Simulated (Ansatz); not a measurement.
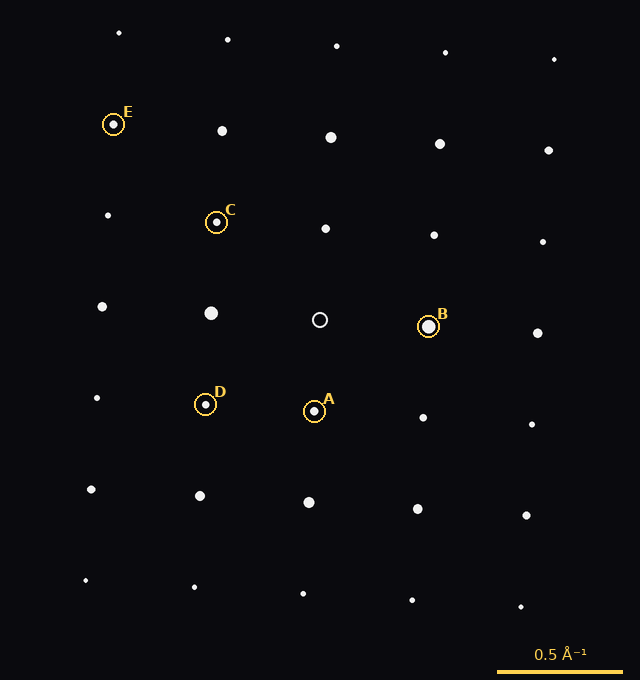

Kinematic zone-axis pattern, calculated for 200 keV electrons with B = 0.5 Å². The zone axis points towards the electron source and the pattern is seen from the source side.

Pt, space group P6/mmm (No. 191), a = 4.561 Å, c = 2.719 Å (hexagonal axes). Structure: the input geometry of an electronic-structure calculation (not necessarily at equilibrium); the starting structure was generated, so it need not be a known form of this composition.

Spot A is indexed 0 0 -1 and spot B -1 2 0.

Q: Give hkl for C, D, E.

A: C = −A − B = 1 -2 1 (d = 1.747 Å). D = A − B = 1 -2 -1 (d = 1.747 Å). E = −2A − 2B = 2 -4 2 (d = 0.874 Å).

Q: Give [uvw].

A: The cross product of A and B is parallel to [210]; every spot obeys hu + kv + lw = 0.

Q: What are the spacings of A and B and the angle between them?

A: d(A) = 2.719 Å, d(B) = 2.280 Å, and the angle is 90.0°.
